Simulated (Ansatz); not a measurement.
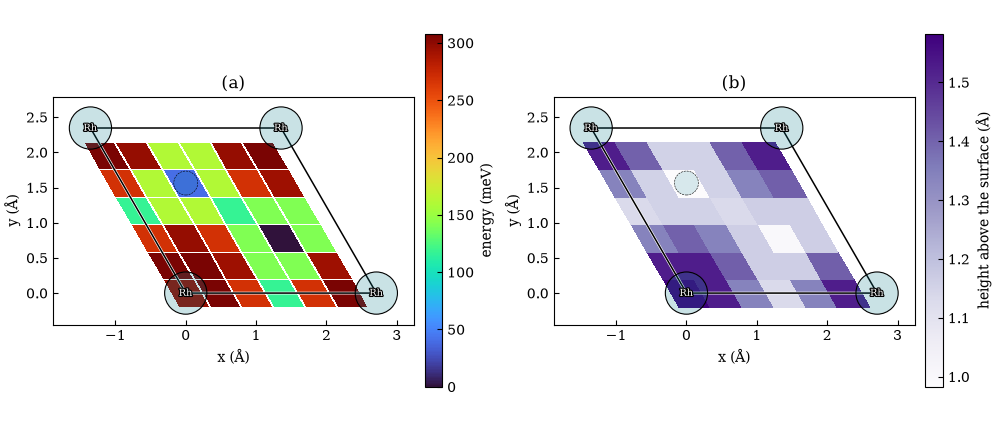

H on a Rh(111) slab cut from the Fm-3m phase, its upper half relaxed before the scan (12 atoms of substrate and one adsorbate in a 2 × 2 cell). H is moved over the surface cell; relaxed at each place: the height of the adsorbate's atoms; substrate rigid; the origin of the map has the adsorbate above Rh9. Places are given modulo a cell vector. The map is drawn in real space over the plane of the surface. The grid has 6 × 6 points; 10 points were computed and 26 follow by symmetry. Places are given in fractions of the 1 × 1 surface cell. Energies: meV, counted from the lowest grid point. Theory: DFT PBE, scalar-relativistic, plane waves, PAW (Ansatz). Settings: cutoff 420 eV, k-mesh 6×6×1, gaussian smearing 0.1 eV, no spin polarisation.

Panel (a) is the energy; panel (b) is the computed height above the surface, in Å.

Drawn: one coloured cell a grid point, labelled circles for the atoms of the top layer and small ones for the second layer, the outline of one cell of the plane.

> How does the height above the surface vary over the map, and what is it at the lowest grid point?

It runs from 0.98 Å at a threefold hollow over a second-layer Rh atom, (2/6, 4/6) of the cell vectors to 1.58 Å at the top site over a surface Rh atom, (0/6, 0/6) of the cell vectors. At the lowest grid point, a threefold hollow over a third-layer Rh atom, (4/6, 2/6) of the cell vectors, it is 1.00 Å.

PAW datasets: the set soft_1.
